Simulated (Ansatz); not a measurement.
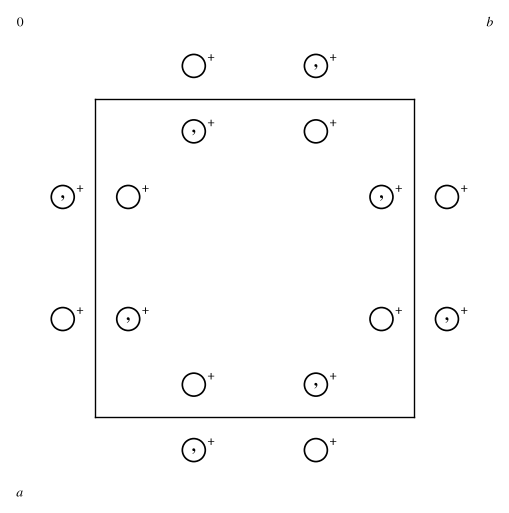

General positions of a space group, projected down c, computed from the operations of a computed or model structure of composition TiPbO3.

A circle is a general position, a comma marks the mirror image, + and − with a fraction give the height (along the projection axis: ½+ is ½ plus the coordinate, − is its negative), and a split circle stands for two positions above each other.

Q: Identify the space group.

A: P4mm, No. 99; primitive tetragonal, point group 4mm, 8 general positions a cell.

Q: Write the general positions (in any order).

A: x, y, z
−y, x, z
−x, −y, z
y, −x, z
−x, y, z
y, x, z
x, −y, z
−y, −x, z
